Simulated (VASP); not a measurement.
# AgCl (Chlorargyrite): structure and properties in VASP, part 3 of 5

Wanted: the relaxed cell of AgCl (Chlorargyrite) and its properties. The start is a cell from a database of measured crystal structures.

VASP 6.6.1; r2SCAN with rVV10; plane waves and PAW (Ag, Cl).

So far, gap on the k-mesh (eV): step 2 (relaxing cell and atoms (r2SCAN + rVV10)) 1.44. The relaxed cell has a = 5.496 Å (conventional setting).

The database entry behind the starting cell differs from later determinations by our own check (an axis about 1.4 % short against later determinations), so it need not match the best structure at ambient conditions.

### 5. Bands along the symmetry lines (r2SCAN + rVV10)

The mesh alone shows little of the dispersion and can miss band extrema, so KPOINTS_OPT adds a path through the symmetry points after the self-consistent cycle.

Input file INCAR:

```
SYSTEM = AgCl
PREC = Accurate
ENCUT = 400
EDIFF = 1E-06
NELM = 100
ISMEAR = 0
SIGMA = 0.05
LREAL = .FALSE.
ALGO = Normal
METAGGA = R2SCAN
LUSE_VDW = .TRUE.
IVDW_NL = 2
BPARAM = 11.95
CPARAM = 0.0093
LASPH = .TRUE.
NBANDS = 21
LORBIT = 11
LWAVE = .FALSE.
LCHARG = .FALSE.
KPAR = 2
```

Input file POSCAR:

```
AgCl
1.0
    0.0000000000      2.7478564130      2.7478564130
    2.7478564130      0.0000000000      2.7478564130
    2.7478564130      2.7478564130      0.0000000000
Ag Cl
1 1
Direct
    0.0000000000      0.0000000000      0.0000000000
    0.5000000000      0.5000000000      0.5000000000
```

Input file KPOINTS:

```
Automatic mesh
0
Gamma
7 7 7
0 0 0
```

Input file KPOINTS_OPT:

```
Line mode
16
Line-mode
Reciprocal
  0.00000000   0.00000000   0.00000000 GAMMA
  0.50000000   0.00000000   0.50000000 X

  0.50000000   0.00000000   0.50000000 X
  0.50000000   0.25000000   0.75000000 W

  0.50000000   0.25000000   0.75000000 W
  0.37500000   0.37500000   0.75000000 K

  0.37500000   0.37500000   0.75000000 K
  0.00000000   0.00000000   0.00000000 GAMMA

  0.00000000   0.00000000   0.00000000 GAMMA
  0.50000000   0.50000000   0.50000000 L

  0.50000000   0.50000000   0.50000000 L
  0.62500000   0.25000000   0.62500000 U

  0.62500000   0.25000000   0.62500000 U
  0.50000000   0.25000000   0.75000000 W

  0.50000000   0.25000000   0.75000000 W
  0.50000000   0.50000000   0.50000000 L

  0.50000000   0.50000000   0.50000000 L
  0.37500000   0.37500000   0.75000000 K

  0.62500000   0.25000000   0.62500000 U
  0.50000000   0.00000000   0.50000000 X
```

The projector-augmented-wave data sets are Ag and Cl (PBE family, release 64).

The run is started by

```bash
$ mpirun -np 2 vasp_std
```

Log:

```text
[... set-up lines as in an earlier step ...]
 entering main loop
       N       E                     dE             d eps       ncg     rms          rms(c)
Total rVV10 correction in eV:      0.5283850    21.5737324
Total rVV10 correction in eV:      0.5283850    21.5737324
DAV:   1     0.655050260118E+02    0.65505E+02   -0.72018E+03   848   0.643E+02
DAV:   2    -0.296006082217E+02   -0.95106E+02   -0.86495E+02   985   0.175E+02
DAV:   3    -0.331430602413E+02   -0.35425E+01   -0.35193E+01  1009   0.343E+01
DAV:   4    -0.331673388659E+02   -0.24279E-01   -0.24275E-01   980   0.313E+00
DAV:   5    -0.331677014086E+02   -0.36254E-03   -0.36254E-03  1031   0.364E-01    0.707E+00
Total rVV10 correction in eV:      0.5277103    21.5737320
Total rVV10 correction in eV:      0.5277103    21.5737320
DAV:   6    -0.281640765448E+02    0.50036E+01   -0.26339E+00   880   0.151E+01    0.624E+00
Total rVV10 correction in eV:      0.5332897    21.5737320
Total rVV10 correction in eV:      0.5332897    21.5737320
DAV:   7    -0.281037583510E+02    0.60318E-01   -0.14409E-01   950   0.300E+00    0.401E+00
Total rVV10 correction in eV:      0.5418374    21.5737320
Total rVV10 correction in eV:      0.5418374    21.5737320
DAV:   8    -0.280915974005E+02    0.12161E-01   -0.88027E-02   955   0.288E+00    0.753E-01
Total rVV10 correction in eV:      0.5436911    21.5737320
Total rVV10 correction in eV:      0.5436911    21.5737320
DAV:   9    -0.280923953397E+02   -0.79794E-03   -0.32568E-03   980   0.530E-01    0.367E-01
Total rVV10 correction in eV:      0.5430996    21.5737320
Total rVV10 correction in eV:      0.5430996    21.5737320
DAV:  10    -0.280918361736E+02    0.55917E-03   -0.14715E-03   970   0.365E-01    0.741E-02
Total rVV10 correction in eV:      0.5429320    21.5737320
Total rVV10 correction in eV:      0.5429320    21.5737320
DAV:  11    -0.280918569072E+02   -0.20734E-04   -0.17712E-04   965   0.928E-02    0.405E-02
Total rVV10 correction in eV:      0.5430540    21.5737320
Total rVV10 correction in eV:      0.5430540    21.5737320
DAV:  12    -0.280918507170E+02    0.61902E-05   -0.28485E-05  1003   0.558E-02    0.698E-03
Total rVV10 correction in eV:      0.5431067    21.5737320
Total rVV10 correction in eV:      0.5431067    21.5737320
DAV:  13    -0.280918513908E+02   -0.67375E-06   -0.26479E-06   955   0.129E-02
Total rVV10 correction in eV:      0.5430787    21.5737320
Total rVV10 correction in eV:      0.5430787    21.5737320
Total rVV10 correction in eV:      0.5430918    21.5737320
Total rVV10 correction in eV:      0.5430918    21.5737320
   1 F= -.28091851E+02 E0= -.28091851E+02  d E =-.116224E-12
 Start KPOINTS_OPT (optional k-point list driver)
k-point batch [1-20\160]
       N       E                     dE             ncg
DAV:   1     0.190568027315E+04   -0.52667E+04      840
DAV:   2    -0.294313849709E+02   -0.19351E+04      989
DAV:   3    -0.969912990866E+02   -0.67560E+02      995
DAV:   4    -0.974687384495E+02   -0.47744E+00      975
DAV:   5    -0.974762619236E+02   -0.75235E-02     1042
DAV:   6    -0.974764318981E+02   -0.16997E-03      969
DAV:   7    -0.974764363499E+02   -0.44518E-05     1058
DAV:   8    -0.974764364541E+02   -0.10423E-06      676
[...]
k-point batch [141-160\160]
       N       E                     dE             ncg
DAV:   1     0.189978037328E+04   -0.99903E+04      840
DAV:   2    -0.472272062065E+02   -0.19470E+04     1000
DAV:   3    -0.118047721469E+03   -0.70821E+02     1087
DAV:   4    -0.118547460308E+03   -0.49974E+00      968
DAV:   5    -0.118555082841E+03   -0.76225E-02     1037
DAV:   6    -0.118555251447E+03   -0.16861E-03      994
DAV:   7    -0.118555255779E+03   -0.43322E-05     1091
DAV:   8    -0.118555255879E+03   -0.99470E-07      688
```

Wall time 5.2 min (2 MPI ranks of AMD EPYC 7R43, shared host); peak memory 0.45 GiB.

From OUTCAR (step 5):

```text
   k-points           NKPTS =     20   k-points in BZ     NKDIM =     20   number of bands    NBANDS=     21

   NELECT =      18.0000    total number of electrons

 E-fermi :   4.0518

 k-point     1 :       0.0000    0.0000    0.0000
  band No.  band energies     occupation
    ...
      5       1.3391      2.00000
      6       1.3391      2.00000
      7       1.3391      2.00000
      8       1.3924      2.00000
      9       1.3924      2.00000
     10       5.2546      0.00000
     11      15.1732      0.00000
     12      15.1732      0.00000
     13      15.1732      0.00000
     14      16.5026      0.00000
    ...

  Total       -0.0228508     -0.0228508     -0.0228508      0.0000000      0.0000000      0.0000000
  in kB       -0.8822660     -0.8822660     -0.8822660      0.0000000      0.0000000      0.0000000
  external PRESSURE =      -0.8822660 kB  Pullay stress =       0.0000000 kB

 POSITION                                       TOTAL-FORCE (eV/Angst)
 -----------------------------------------------------------------------------------
      0.00000      0.00000      0.00000        -0.000000     -0.000000     -0.000000
      2.74786      2.74786      2.74786         0.000000      0.000000      0.000000
 -----------------------------------------------------------------------------------
    total drift:                                0.000000      0.000000      0.000000

  FREE ENERGIE OF THE ION-ELECTRON SYSTEM (eV)
  ---------------------------------------------------
  free  energy   TOTEN  =       -28.0918513908 eV

  energy  without entropy=      -28.0918513908  energy(sigma->0) =      -28.09185139

[... 8 parts as in an earlier step ...]

[... 8 further parts left out ...]
```

Spin-orbit coupling is off here; it would split degenerate levels.

This step gave:

* SCF cycles: 13
* bands: 21
* Fermi energy: 4.052 eV
* pressure: -0.08823 GPa
* least gap on mesh and path: 1.364 eV
* least direct gap on mesh and path: 3.567 eV
* valence top at k: 0.5, 0.5, 0.5
* least direct gap at k: 0.05, 0.05, 0.1

Electronic bands along the path, in eV, zero at the valence-band top; v1 is the highest filled band, c1 the lowest empty one:

| point | v4 | v3 | v2 | v1 | c1 | c2 | c3 | c4 |
| --- | --- | --- | --- | --- | --- | --- | --- | --- |
| Γ | -2.55 | -2.55 | -2.50 | -2.50 | 1.36 | 11.28 | 11.28 | 11.28 |
| X | -2.30 | -2.04 | -2.04 | -1.91 | 2.85 | 8.24 | 9.27 | 12.45 |
| W | -2.09 | -2.04 | -2.01 | -1.20 | 4.74 | 8.30 | 8.30 | 8.68 |
| K | -2.10 | -1.92 | -1.69 | -1.10 | 4.12 | 7.65 | 8.64 | 10.56 |
| Γ | -2.55 | -2.55 | -2.50 | -2.50 | 1.36 | 11.28 | 11.28 | 11.28 |
| L | -2.16 | -1.83 | 0.00 | 0.00 | 4.55 | 7.30 | 8.17 | 8.17 |
| U | -2.10 | -1.92 | -1.69 | -1.10 | 4.12 | 7.65 | 8.64 | 10.56 |
| W | -2.09 | -2.04 | -2.01 | -1.20 | 4.74 | 8.30 | 8.30 | 8.68 |
| L | -2.16 | -1.83 | 0.00 | 0.00 | 4.55 | 7.30 | 8.17 | 8.17 |
| K | -2.10 | -1.92 | -1.69 | -1.10 | 4.12 | 7.65 | 8.64 | 10.56 |
| jump to U | -2.10 | -1.92 | -1.69 | -1.10 | 4.12 | 7.65 | 8.64 | 10.56 |
| X | -2.30 | -2.04 | -2.04 | -1.91 | 2.85 | 8.24 | 9.27 | 12.45 |

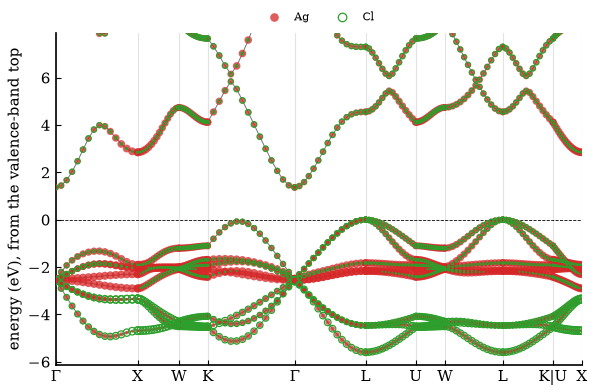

Electronic bands along the path; dots are coloured as in the legend, and their area grows with the weight.

The path lowers the gap by 0.08 eV against the mesh alone, so a band edge lies off the mesh.

### 6. Density of states (r2SCAN + rVV10)

Here the states are counted by energy and projected on the atoms. The mesh is finer than in the run before.

Edit INCAR of step 5 so:

```diff
@@ -5,3 +5,3 @@
 NELM = 100
-ISMEAR = 0
+ISMEAR = -5
 SIGMA = 0.05
@@ -20 +20,2 @@
 KPAR = 2
+NEDOS = 2001
```

POSCAR is that of step 5.

Input file KPOINTS:

```
Automatic mesh
0
Gamma
10 10 10
0 0 0
```

The run is started by

```bash
$ mpirun -np 2 vasp_std
```

Log:

```text
[... set-up lines as in an earlier step ...]
 entering main loop
       N       E                     dE             d eps       ncg     rms          rms(c)
Total rVV10 correction in eV:      0.5283850    21.5737324
Total rVV10 correction in eV:      0.5283850    21.5737324
DAV:   1     0.652130147873E+02    0.65213E+02   -0.71279E+03  2006   0.638E+02
DAV:   2    -0.295821814207E+02   -0.94795E+02   -0.86528E+02  2297   0.175E+02
DAV:   3    -0.331430739941E+02   -0.35609E+01   -0.35379E+01  2348   0.348E+01
DAV:   4    -0.331675778255E+02   -0.24504E-01   -0.24500E-01  2302   0.313E+00
DAV:   5    -0.331679410591E+02   -0.36323E-03   -0.36323E-03  2393   0.370E-01    0.708E+00
Total rVV10 correction in eV:      0.5277031    21.5737320
Total rVV10 correction in eV:      0.5277031    21.5737320
DAV:   6    -0.281643837007E+02    0.50036E+01   -0.26329E+00  2029   0.151E+01    0.624E+00
Total rVV10 correction in eV:      0.5332856    21.5737320
Total rVV10 correction in eV:      0.5332856    21.5737320
DAV:   7    -0.281039181659E+02    0.60466E-01   -0.14315E-01  2314   0.300E+00    0.401E+00
Total rVV10 correction in eV:      0.5418816    21.5737320
Total rVV10 correction in eV:      0.5418816    21.5737320
DAV:   8    -0.280918303634E+02    0.12088E-01   -0.88972E-02  2234   0.290E+00    0.743E-01
Total rVV10 correction in eV:      0.5436748    21.5737320
Total rVV10 correction in eV:      0.5436748    21.5737320
DAV:   9    -0.280925378559E+02   -0.70749E-03   -0.32150E-03  2318   0.538E-01    0.362E-01
Total rVV10 correction in eV:      0.5431082    21.5737320
Total rVV10 correction in eV:      0.5431082    21.5737320
DAV:  10    -0.280920029243E+02    0.53493E-03   -0.13883E-03  2264   0.352E-01    0.804E-02
Total rVV10 correction in eV:      0.5429271    21.5737320
Total rVV10 correction in eV:      0.5429271    21.5737320
DAV:  11    -0.280920202913E+02   -0.17367E-04   -0.19442E-04  2255   0.962E-02    0.398E-02
Total rVV10 correction in eV:      0.5430423    21.5737320
Total rVV10 correction in eV:      0.5430423    21.5737320
DAV:  12    -0.280920142579E+02    0.60334E-05   -0.25561E-05  2302   0.509E-02    0.846E-03
Total rVV10 correction in eV:      0.5431027    21.5737320
Total rVV10 correction in eV:      0.5431027    21.5737320
DAV:  13    -0.280920150378E+02   -0.77990E-06   -0.32457E-06  2344   0.159E-02
Total rVV10 correction in eV:      0.5430686    21.5737320
Total rVV10 correction in eV:      0.5430686    21.5737320
Total rVV10 correction in eV:      0.5430860    21.5737320
Total rVV10 correction in eV:      0.5430860    21.5737320
   1 F= -.28092015E+02 E0= -.28092015E+02  d E =0.000000E+00
```

The job ended after 3.2 min (2 MPI ranks; peak memory 0.47 GiB).

From OUTCAR (step 6):

```text
   k-points           NKPTS =     47   k-points in BZ     NKDIM =     47   number of bands    NBANDS=     21

   NELECT =      18.0000    total number of electrons

 E-fermi :   3.8929

 k-point     1 :       0.0000    0.0000    0.0000
  band No.  band energies     occupation
    ...
      5       1.3392      2.00000
      6       1.3392      2.00000
      7       1.3392      2.00000
      8       1.3926      2.00000
      9       1.3926      2.00000
     10       5.2546      0.00000
     11      15.1731      0.00000
     12      15.1731      0.00000
     13      15.1731      0.00000
     14      16.5026      0.00000
    ...

  Total       -0.0263170     -0.0263170     -0.0263170     -0.0000000      0.0000000      0.0000000
  in kB       -1.0160967     -1.0160967     -1.0160967     -0.0000000      0.0000000      0.0000000
  external PRESSURE =      -1.0160967 kB  Pullay stress =       0.0000000 kB

 POSITION                                       TOTAL-FORCE (eV/Angst)
 -----------------------------------------------------------------------------------
      0.00000      0.00000      0.00000        -0.000000      0.000000      0.000000
      2.74786      2.74786      2.74786         0.000000      0.000000     -0.000000
 -----------------------------------------------------------------------------------
    total drift:                                0.000000      0.000000      0.000000

  FREE ENERGIE OF THE ION-ELECTRON SYSTEM (eV)
  ---------------------------------------------------
  free  energy   TOTEN  =       -28.0920150378 eV

  energy  without entropy=      -28.0920150378  energy(sigma->0) =      -28.09201504

[... 7 parts as in an earlier step ...]

[... 9 further parts left out ...]
```

Numbers from this step:

| Property | Result |
| --- | --- |
| irreducible k-points | 47 |
| Fermi energy | 3.893 eV |
| pressure | -0.1016 GPa |
| valence top at k | 0.5, 0, 0 |
| least direct gap at k | 0.1, 0, 0 |
| gap on the k-mesh | 1.363 eV |
| least direct gap on the k-mesh | 3.690 eV |

The density of states has structure finer than the step of the table below, so its rows give means over 1 eV, whole bins alone (the curve runs from -12.0 to 9.24 eV). Peaks (eV: height): total -4.4: 9.19, -2.2: 12.5, -1.9: 14.8, 8.5: 5.22; Ag d -4.4: 2.91, -2.2: 11.6, -1.9: 12.2; Cl p -4.9: 1.41, -4.4: 3.53, -1.9: 1.27, 8.5: 0.630; Ag s -5.0: 0.200, -1.9: 0.165, 4.7: 0.384, 6.5: 0.178; Ag p -4.4: 0.120, 8.5: 0.74.

States under -12.0 eV and over 9.2 eV are left out. Density of states against energy, zero at the valence-band top; means over each step; values in states/eV/cell:

| energy (eV) | total | Ag d | Cl p | Ag s | Ag p |
| --- | --- | --- | --- | --- | --- |
| -7 | 0 | 0 | 0 | 0 | 0 |
| -6 | 0.0182 | 0.00189 | 0.00698 | 0.00186 | 4.1e-5 |
| -5 | 1.90 | 0.262 | 0.776 | 0.108 | 0.0313 |
| -4 | 3.81 | 1.13 | 1.51 | 0.0188 | 0.0600 |
| -3 | 0.753 | 0.485 | 0.135 | 0.00123 | 0.00471 |
| -2 | 6.71 | 5.75 | 0.388 | 0.0355 | 0.0150 |
| -1 | 2.11 | 1.32 | 0.478 | 0.0220 | 0.0197 |
| 0 | 0.742 | 0.420 | 0.235 | 0.00132 | 0.00395 |
| 1 | 2.2e-4 | 0 | 9.2e-6 | 7.9e-5 | 0 |
| 2 | 0.0391 | 2.1e-4 | 0.00397 | 0.0126 | 5.5e-4 |
| 3 | 0.194 | 0.00209 | 0.0219 | 0.0730 | 0.00409 |
| 4 | 0.713 | 0.0119 | 0.0967 | 0.265 | 0.0234 |
| 5 | 1.03 | 0.0163 | 0.138 | 0.303 | 0.0708 |
| 6 | 0.281 | 0.00427 | 0.0371 | 0.0578 | 0.0307 |
| 7 | 0.925 | 0.0212 | 0.101 | 0.105 | 0.131 |
| 8 | 1.51 | 0.0903 | 0.160 | 0.0310 | 0.191 |

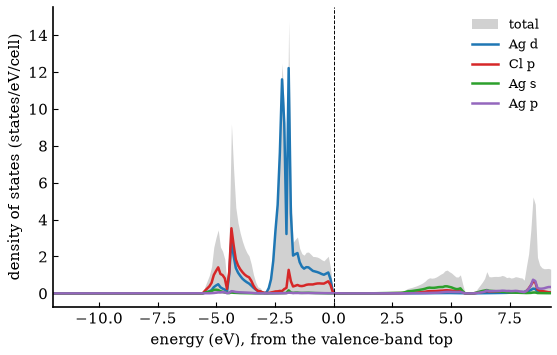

Density of states, plotted against energy.

The gap on this mesh is 1.36 eV. In the top eV of the valence band the largest shares in the PAW spheres are Ag d 58 % and Cl p 28 %. The rest lies in smaller channels or between the spheres.

(Continued in part 4 of 5.)

[Lines on the potential files, build, host, timing and source positions are cut from VASP's logs without a mark.]

[Logs are printed without paths, hosts, clocks, repeated set-up lines and the standing remarks that a program may print on its own settings, such as how far it seeks lower states.]

[Hosts, paths, dates, database ids (printed as entryN), source tags and the programs' standing remarks are cut or masked in the printed files.]

[A measured line is paired with the nearest computed mode of its activity, which favours agreement.]
